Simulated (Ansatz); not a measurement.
**CdS4: density, localisation and related maps**

The calculation's input:

```
crystal:
  lattice:
    - [3.6650922963, 0.0, 0.0]
    - [-1.8325461481, 3.1740630358, 0.0]
    - [0.0, 0.0, 8.3381816051]
  atoms:
    - { symbol: Cd, position: [0.0, 0.0, 0.0] }
    - { symbol: S, position: [0.3333333333, 0.6666666667, 0.8058759382] }
    - { symbol: S, position: [0.3333333333, 0.6666666667, 0.4164780535] }
    - { symbol: S, position: [0.6666666667, 0.3333333333, 0.1941240618] }
    - { symbol: S, position: [0.6666666667, 0.3333333333, 0.5835219465] }
basis:
  ecutwfc: 420
kpoints:
  mp_grid: { grid: [12, 12, 6] }
hamiltonian:
  xc: pbe
scf:
  occupations: { method: gaussian, width: 0.1 }
output:
  forces: true
  stress: true
  eigenvalues: true
  write_density: true
  write_potential: true
  elf: true
  volumetric_format: npy
relax:
  adjacent_minimum: "off"
  f_tol: 0.01
  max_steps: 80
  cell: { stress_tol: 0.05 }
```

Run with:

```sh
ansatz run input.yaml --threads 1 --pin off --max-ram 2560MiB --backend cpu --events-out ev --progress --plain --runs-dir out
```

Below, planes, directions and counts refer to the conventional cell (a = 3.65 Å, b = 3.65 Å, c = 8.38 Å, α = 90.00°, β = 90.00°, γ = 120.00°).

The fields are those of the run's last geometry, not of the input's.

Space group P-3m1; a structure generated by program, which may or may not match a known phase.

Method: DFT PBE, scalar-relativistic, plane waves, PAW (Ansatz).

The density is the valence pseudo-density of a PAW calculation; it isn't the true density close to the nuclei.

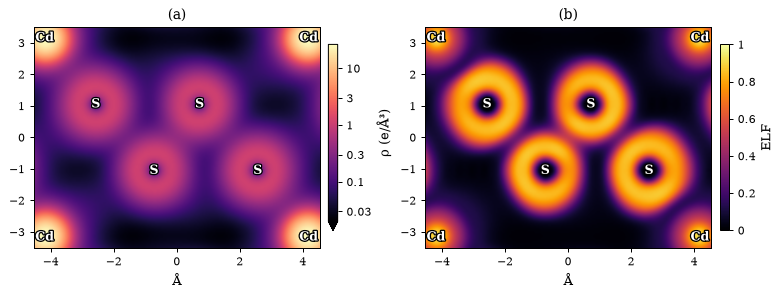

Figure 1. (a) valence charge density (pseudo); (b) ELF on the (110) plane of the conventional cell.

**What does the map show?**

The section cuts through Cd and S sites. Cd–S (2.66 Å): the density is about 0.33 e/Å³ at the midpoint; the ELF peaks at about 0.85 in the valence shell of S, 0.8 Å from its nucleus, and drops to about 0.15 between the two atoms. Between the atoms the lowest density in this plane is 0.02 e/Å³. The features right at Cd lie inside the PAW spheres, where the map follows smoothed inner orbitals and isn't to be read closely.

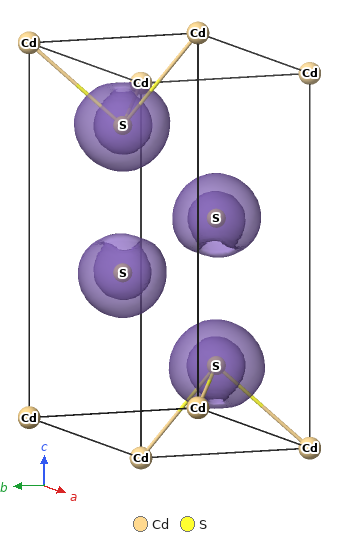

Figure 2. Isosurface of the ELF at 0.8 (purple), seen at an oblique angle. Only the valence region is drawn (cores and ρ < 0.01 e/Å³ removed). Sticks mark near contacts.

**Where are the electrons localised?**

At this value the surface marks out four regions wrapped around S (the valence shell of each), counted in one cell of 5 atoms. Regions shared between cells count once.

**Does the calculation give a band gap?**

It is gapless in this calculation (a metal or semimetal).
